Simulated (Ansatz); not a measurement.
Run report: Al, geometry relaxation (part 2 of 2)

Al (6 atoms in the cell); DFT PBE, scalar-relativistic, plane waves, PAW, no spin polarisation (Ansatz 0.2.0); cutoff 420 eV, 6×6×4 k-mesh, Gaussian smearing of 0.2 eV. The structure was made by a generator, so it may or may not be a known phase.

Geometry of the input (Å; fractional positions):
```
5.0793  -0.0837  -0.0430
-2.6121  4.2920  -0.0038
-0.0471  -0.0320  5.5597
Al 0.5171  0.5236  0.1974
Al 0.4610  0.4413  0.6677
Al 0.5133  1.0398  -0.0163
Al 0.5687  1.0686  0.4684
Al 0.9479  0.4574  0.3350
Al 0.9921  0.4693  0.8477
```

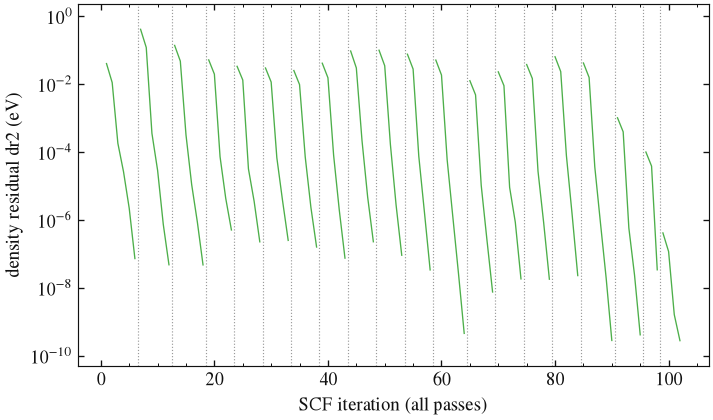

Convergence of the self-consistent field: density residual dr2 against the SCF iteration. The dotted lines part the SCF passes of the relaxation: geometry steps, rejected trials and re-solves on a re-selected basis. The 20 passes take 3 to 6 iterations each, 102 in all.

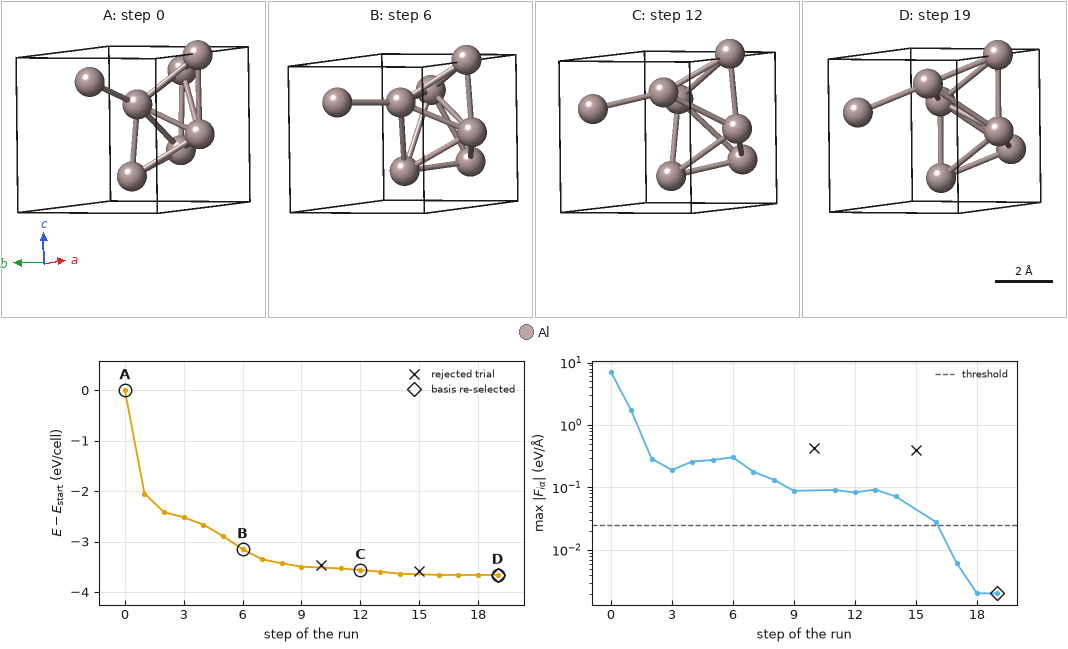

Frames of the relaxation (ball-and-stick view of the cell of the calculation, seen at an oblique angle) above the curves, on which the letters mark them (the first geometry is step 0 here and step 1 in the log).

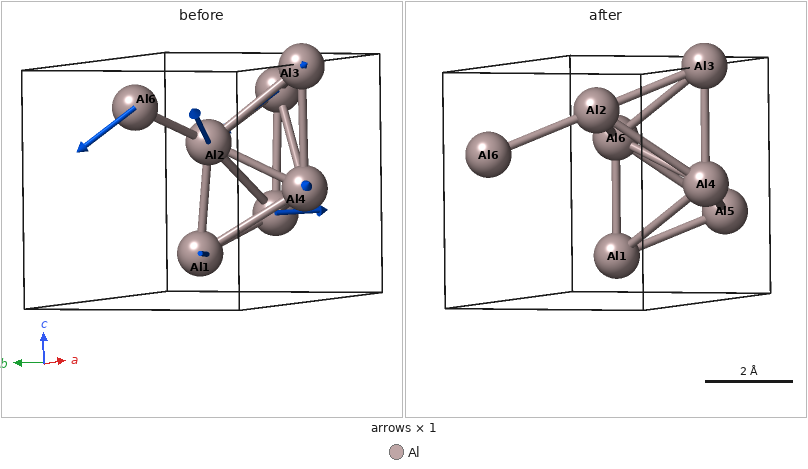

Before (left) and after (right) the relaxation, at one scale (ball-and-stick view of the cell of the calculation, seen at an oblique angle). The blue arrows give the displacements (without the part carried along by the change of the cell), at true length. The energy falls by 3.663 eV per cell of the calculation in 18 geometry steps. Largest force component: 7.1 eV/Å at the start, 0.002 eV/Å at the end. The pressure goes from 8.76 to −0.05 GPa. The line search rejected the trial steps at points 10, 15 (counted from 0) and went back. Al6 moves most relative to the cell: 1.74 Å. The volume changes by −15.6 %, with a 5.080 → 4.582 Å (−9.8 %), b 5.024 → 4.650 Å (−7.5 %), c 5.560 → 5.492 Å (−1.2 %), β 91.0° → 90.5°, γ 122.3° → 120.1°. Distances before and after: Al2–Al5 3.081 → 5.360 Å, Al4–Al6 4.992 → 2.815 Å, Al1–Al6 3.164 → 5.318 Å, Al1–Al2 2.644 → 4.536 Å. New bonds form: Al1–Al3 (4.47 → 2.81 Å), Al1–Al6 (4.40 → 2.75 Å), Al2–Al3 (4.50 → 2.81 Å), Al2–Al5 (4.59 → 2.75 Å). Bonds break: Al1–Al2 (2.64 → 4.54 Å), Al2–Al4 (2.48 → 3.24 Å), Al3–Al6 (2.37 → 3.26 Å), Al5–Al6 (2.72 → 4.52 Å). Among the angles that change: Al2–Al6–Al3 126.5° → 54.5°, Al2–Al6–Al5 66.1° → 124.7°, Al2–Al6–Al2 136.8° → 109.2°. The space group (tolerance 0.01 Å) goes from P1 (No. 1) to P-1 (No. 2). A last SCF at the same geometry on a re-selected plane-wave basis shifts the energy by +2.4 meV per cell of the calculation. (Atoms are counted from 1 in the order of the input.)

```
basis re-selected at this cell: Δ(F+E_penalty+E_count) = +2.390e-3 eV, ΔP = -0.046 GPa vs the last step (what re-selecting the basis moved, of the pressure what is left beyond the Pulay correction that the steps carried, after the strain that the cell walked since its last selection, with what the two solves' SCF thresholds leave and, on support functions, any second-order correction that the steps lacked; it is no measure of the basis error at this ecutwfc). The dense FFT grid was sized anew with the basis: this SCF ran on 32×32×40 points, the steps before it on 36×36×40, so part of this shift can come from that change (see relax.cell in the input reference). This SCF's stress stands 2.02e-1 GPa from its target on what of the cell is left free (relax.cell.stress_tol is 2.50e-1 GPa) and its largest allowed force component is 2.00e-3 eV/Å (relax.f_tol is 2.50e-2 eV/Å): within both
SCF converged after 4 iterations
Free energy (F): -3224.530255 eV
Harris-Foulkes:  -3224.530255 eV  (|F-HF|=5.00e-12)
Internal energy: -3224.487055 eV  (E = F + TS)
E sigma→0 (E₀):  -3224.508655 eV
Entropy (-TS):   -0.043200 eV (-7.200 meV/atom)
Fermi energy:    7.629060 eV
--- Per-component energies (eV) ---
  E_band       = 60.673392
  E_kinetic    = 134.172867
  E_local      = 57.360217  (includes V_loc(G=0)·N_el)
  E_nonlocal   = 62.694470
  E_hartree    = 0.391003
  E_xc         = -237.501603
  E_vxc        = -172.497504  (∫ρ·V_xc dr)
  E_paw        = -2803.839085  (= ΣΔE_a)
  E_vpaw       = -21.838648  (= ΣTr[D̂ρ^β])
  E_aug_tail   = -0.000012  (compensation charges beyond the density's cutoff)
  E_ewald      = -437.764913
  E_smearing   = -0.043200  (= −TS)
  E_closure    = -0.000000  (closes the sum)
  Σ components = -3224.530255   (vs F -3224.530255, Δ=0.00e0)
--- Forces (eV/Å), atoms counted from 1 ---
  atom   1  Al     0.00175010    -0.00008390     0.00026075
  atom   2  Al    -0.00107511    -0.00018297     0.00007278
  atom   3  Al     0.00156535    -0.00024460    -0.00045196
  atom   4  Al    -0.00132107     0.00011225    -0.00037330
  atom   5  Al     0.00108172     0.00013525    -0.00006505
  atom   6  Al    -0.00200100     0.00026395     0.00055673
  max |Σ_I F_I| component: 4.84e-8 eV/Å
--- Stress (GPa, compression-positive) ---
       -0.033917      -0.035758       0.044802
       -0.035758      -0.073999      -0.145514
        0.044802      -0.145514      -0.035637
  P = ⅓ Tr σ = -0.0479 GPa (-0.479 kbar)
--- Band table (eV; the first three rows and the last of 76) ---
  k-point 0: bands = ["-3.2584", "1.5661", "1.5670", "5.5064", "5.5066", "5.5767", "5.5768", "6.2103", "6.2104", "9.2630", "9.5479", "9.8423", "10.0838", "10.0846", "10.1570"]
  k-point 1: bands = ["-2.9519", "-0.5235", "4.1939", "5.7771", "5.8050", "5.8575", "5.8659", "6.4821", "6.5037", "8.0018", "8.0986", "8.1144", "8.1467", "8.6028", "8.9911"]
  k-point 2: bands = ["-2.0364", "-2.0363", "6.6135", "6.6165", "6.6570", "6.6571", "6.7115", "6.7116", "6.7198", "6.7223", "6.8734", "6.8736", "7.3435", "7.3441", "8.0785"]
  k-point 75: bands = ["0.2263", "0.2264", "0.2557", "0.2612", "4.5388", "4.5396", "4.8994", "4.8999", "9.5619", "9.5619", "9.6057", "9.6080", "12.3846", "12.3848", "12.9038"]
--- Relaxed structure (19 steps of the walk, 17 accepted, 1 SCFs on fresh bases) ---
  F+E_penalty+E_count = -3224.53025488 eV   max|allowed force component| = 2.001e-3 eV/Å   (the final SCF, on the basis selected at the relaxed cell)
  cell:  # Å, volume = 101.2528 Å³
    - [4.581699470261313, -0.022949598277706037, -0.022320463178606902]
    - [-2.30911198373377, 4.035627123259434, -0.0003140151809381637]
    - [-0.020545547584462528, -0.012806037680219325, 5.491952885916932]
  atoms:
    - { symbol: Al, position: [0.83292227660109, 0.6667153110521377, 0.16658263874634643] }
    - { symbol: Al, position: [0.16686812698946651, 0.3333574035490065, 0.8333313954291001] }
    - { symbol: Al, position: [0.4997634472556215, 1.000075125900158, 8.600956846796948e-5] }
    - { symbol: Al, position: [0.5002347773419877, 0.999933698372624, 0.5000876001894893] }
    - { symbol: Al, position: [1.1664660369201003, 0.3333115376974994, 0.33333161869995404] }
    - { symbol: Al, position: [0.8337453348917347, 0.6666069234285742, 0.6665807374666426] }
```

Trajectory as extended XYZ (Å, eV, eV/Å), 13 of the 20 frames kept, from step=1 to step=20
```
6
Lattice="5.0793 -0.0837 -0.0430 -2.6121 4.2920 -0.0038 -0.0471 -0.0320 5.5597" Properties=species:S:1:pos:R:3:forces:R:3 step=1 energy=-3220.86991 pressure_GPa=8.76
Al    1.2494    2.1975    1.0733   -1.3273   0.6501  -0.7306
Al    1.1570    1.8343    3.6908   -1.0294   0.9564   0.6590
Al   -0.1081    4.4202   -0.1164   -0.8998  -2.1181   0.2592
Al    0.0751    4.5238    2.5759   -2.6030  -7.1309   2.6159
Al    3.6042    1.8732    1.8200    4.6046   6.0321  -2.1527
Al    3.7734    1.9042    4.6687    1.2548   1.6103  -0.6508
6
Lattice="5.1361 0.0550 -0.0888 -2.5235 4.3280 -0.0038 -0.1005 -0.0659 5.4176" Properties=species:S:1:pos:R:3:forces:R:3 step=3 energy=-3223.28816 pressure_GPa=1.09
Al    1.4390    2.4345    0.9028    0.0176   0.0047  -0.0533
Al    1.0397    1.9066    3.5827   -0.0250   0.0753   0.0859
Al   -0.1817    4.3795   -0.0993   -0.1035  -0.1439   0.0355
Al    0.2480    4.3805    2.6099   -0.0662  -0.2905   0.1572
Al    3.9909    2.1743    1.7253    0.2268   0.2783  -0.1209
Al    3.6632    2.0920    4.4521   -0.0497   0.0761  -0.1044
6
Lattice="5.2174 0.0978 -0.0587 -2.5304 4.2605 -0.0054 -0.0682 -0.0477 5.4278" Properties=species:S:1:pos:R:3:forces:R:3 step=4 energy=-3223.38901 pressure_GPa=-0.27
Al    1.6468    2.4864    0.9769    0.0308   0.0360   0.1127
Al    0.9871    1.8865    3.6793   -0.0463  -0.0170   0.1717
Al   -0.1910    4.2793   -0.0569   -0.0121  -0.1321   0.0220
Al    0.2876    4.3457    2.6586   -0.0589   0.0099  -0.0009
Al    4.2431    2.1389    1.6644    0.0943  -0.0170  -0.1902
Al    3.6043    2.1771    4.3907   -0.0079   0.1202  -0.1154
6
Lattice="5.3144 0.0604 -0.0442 -2.6141 4.1157 0.0073 -0.0532 -0.0202 5.3404" Properties=species:S:1:pos:R:3:forces:R:3 step=6 energy=-3223.76015 pressure_GPa=-1.83
Al    1.8507    2.4812    1.1356    0.1318   0.1627   0.2436
Al    0.8276    1.7502    3.7953   -0.0959  -0.1847   0.2747
Al   -0.1205    4.1307    0.0207    0.0067  -0.0720  -0.0343
Al    0.1244    4.1572    2.6835   -0.0477   0.0830  -0.0490
Al    4.5117    1.7955    1.4412    0.0316  -0.2365  -0.2125
Al    3.4743    2.3392    4.1272   -0.0265   0.2475  -0.2225
6
Lattice="5.2856 0.0466 -0.0401 -2.6121 4.0394 0.0095 -0.0491 -0.0143 5.2539" Properties=species:S:1:pos:R:3:forces:R:3 step=7 energy=-3224.02158 pressure_GPa=-1.64
Al    1.9494    2.5096    1.1872    0.1494   0.1631   0.2254
Al    0.7101    1.6387    3.8107   -0.1155  -0.2529   0.2841
Al   -0.1273    4.0482    0.0436    0.0253   0.0166  -0.0051
Al    0.1036    4.0466    2.6688   -0.0201   0.1449  -0.0863
Al    4.5996    1.6558    1.3313   -0.0247  -0.3045  -0.2034
Al    3.3358    2.4096    3.9707   -0.0144   0.2328  -0.2148
6
Lattice="5.0335 0.0152 -0.0383 -2.5111 3.9192 0.0085 -0.0442 -0.0129 5.2817" Properties=species:S:1:pos:R:3:forces:R:3 step=9 energy=-3224.30060 pressure_GPa=0.59
Al    2.0825    2.5478    1.2507    0.0566  -0.0305  -0.0460
Al    0.4125    1.4007    3.9308   -0.0418  -0.0354  -0.0021
Al   -0.1264    3.9184    0.0705    0.0017   0.0617   0.0134
Al    0.0882    3.8887    2.7110    0.0856   0.1331  -0.0561
Al    4.6025    1.4206    1.2387   -0.0586  -0.0919   0.0437
Al    2.9200    2.5289    3.8833   -0.0434  -0.0370   0.0472
6
Lattice="4.6296 -0.0463 -0.1381 -2.3527 4.0541 0.0425 -0.1474 -0.0342 5.5451" Properties=species:S:1:pos:R:3:forces:R:3 step=11 energy=-3224.32690 pressure_GPa=0.54 accepted=F
Al    2.0974    2.6721    1.0170   -0.1592  -0.0332   0.1143
Al    0.0179    1.3303    4.2168    0.1263   0.1247   0.1735
Al   -0.2815    4.0017    0.1633    0.1817   0.0659  -0.0588
Al    0.1515    3.9740    2.9254   -0.4344   0.0111  -0.1169
Al    4.4071    1.3259    1.3143    0.1004  -0.0150   0.0537
Al    2.3466    2.6417    3.8436    0.1852  -0.1535  -0.1657
6
Lattice="4.7868 -0.0293 -0.1023 -2.4200 4.0184 0.0232 -0.1108 -0.0359 5.4405" Properties=species:S:1:pos:R:3:forces:R:3 step=12 energy=-3224.40269 pressure_GPa=-0.19
Al    2.1200    2.6373    1.0527   -0.0332   0.0177  -0.0178
Al    0.1387    1.3558    4.1685    0.0021   0.0062   0.0663
Al   -0.2168    3.9735    0.1086   -0.0027  -0.0060  -0.0039
Al    0.1043    3.9477    2.8230   -0.0362   0.0009  -0.0009
Al    4.5114    1.3496    1.3409    0.0485  -0.0215   0.0473
Al    2.5325    2.6025    3.7913    0.0216   0.0027  -0.0910
6
Lattice="4.6425 -0.0500 -0.0686 -2.3626 4.0855 -0.0224 -0.0728 -0.0731 5.4681" Properties=species:S:1:pos:R:3:forces:R:3 step=14 energy=-3224.46548 pressure_GPa=-0.30
Al    2.1277    2.6845    0.8796    0.0080  -0.0743  -0.0542
Al    0.0681    1.3283    4.3854   -0.0771  -0.0289   0.0208
Al   -0.1793    4.0214    0.0626    0.0923   0.0892  -0.0412
Al    0.0400    3.9834    2.7928   -0.0275   0.0926  -0.0109
Al    4.4795    1.3018    1.5751    0.0319  -0.0110   0.0753
Al    2.4018    2.6401    3.6104   -0.0275  -0.0676   0.0101
6
Lattice="4.5595 -0.0483 -0.0627 -2.3183 4.1028 -0.0316 -0.0655 -0.0811 5.4908" Properties=species:S:1:pos:R:3:forces:R:3 step=15 energy=-3224.50602 pressure_GPa=-0.34
Al    2.1739    2.6920    0.7803    0.0687  -0.0604   0.0178
Al   -0.0362    1.2999    4.5510   -0.0568  -0.0131  -0.0208
Al   -0.0921    4.0727    0.0049    0.0527   0.0578  -0.0360
Al   -0.0256    4.0288    2.7533   -0.0147   0.0321  -0.0464
Al    4.5027    1.2765    1.7389    0.0134   0.0272   0.0136
Al    2.2785    2.6449    3.5213   -0.0634  -0.0435   0.0719
6
Lattice="4.5939 -0.0166 -0.0210 -2.3101 4.0308 0.0041 -0.0192 -0.0062 5.4865" Properties=species:S:1:pos:R:3:forces:R:3 step=17 energy=-3224.53034 pressure_GPa=-0.05
Al    2.2594    2.6733    0.8810    0.0182   0.0014   0.0163
Al   -0.0088    1.3398    4.5682   -0.0138  -0.0128  -0.0069
Al   -0.0306    4.0252    0.0141    0.0212   0.0022  -0.0094
Al   -0.0069    4.0162    2.7592   -0.0092   0.0012  -0.0243
Al    4.5720    1.3207    1.8020    0.0115  -0.0017   0.0100
Al    2.3023    2.6661    3.6244   -0.0278   0.0097   0.0143
6
Lattice="4.5832 -0.0238 -0.0159 -2.3108 4.0342 -0.0162 -0.0138 -0.0293 5.4914" Properties=species:S:1:pos:R:3:forces:R:3 step=18 energy=-3224.53243 pressure_GPa=0.01
Al    2.2698    2.6654    0.8885    0.0062  -0.0014   0.0020
Al   -0.0151    1.3169    4.5678   -0.0034  -0.0008  -0.0004
Al   -0.0233    4.0231   -0.0212    0.0045   0.0004  -0.0016
Al   -0.0220    4.0067    2.7248   -0.0044   0.0007  -0.0037
Al    4.5694    1.3066    1.8060    0.0032   0.0013   0.0010
Al    2.2762    2.6496    3.6342   -0.0061  -0.0002   0.0027
6
Lattice="4.5817 -0.0230 -0.0223 -2.3091 4.0356 -0.0003 -0.0205 -0.0128 5.4920" Properties=species:S:1:pos:R:3:forces:R:3 step=20 energy=-3224.53026 pressure_GPa=-0.05
Al    2.2733    2.6694    0.8961    0.0018  -0.0001   0.0003
Al   -0.0223    1.3308    4.5728   -0.0011  -0.0002   0.0001
Al   -0.0195    4.0245   -0.0110    0.0016  -0.0002  -0.0005
Al   -0.0273    4.0175    2.7350   -0.0013   0.0001  -0.0004
Al    4.5679    1.3141    1.8045    0.0011   0.0001  -0.0001
Al    2.2670    2.6625    3.6420   -0.0020   0.0003   0.0006
```

Summary

- outcome: converged
- space group (tolerance 0.01 Å): P1 (1) → P-1 (2)
- electrons treated: 18
- free energy: −3224.5303 eV
- Fermi energy: 7.629 eV
- gap on the k-point mesh: none (metallic)
- pressure: −0.05 GPa
- final volume: 101.25 Å³
- largest force (length of the vector) at the end: 0.002 eV/Å
- final cell: a = 4.582 Å, b = 4.650 Å, c = 5.492 Å, α = 90.01°, β = 90.49°, γ = 120.06°
- hardware: 1 thread of Arm Neoverse V2, 128 GiB of memory available, shared host
- wall time: 4.5 min
- peak memory: 0.41 GiB
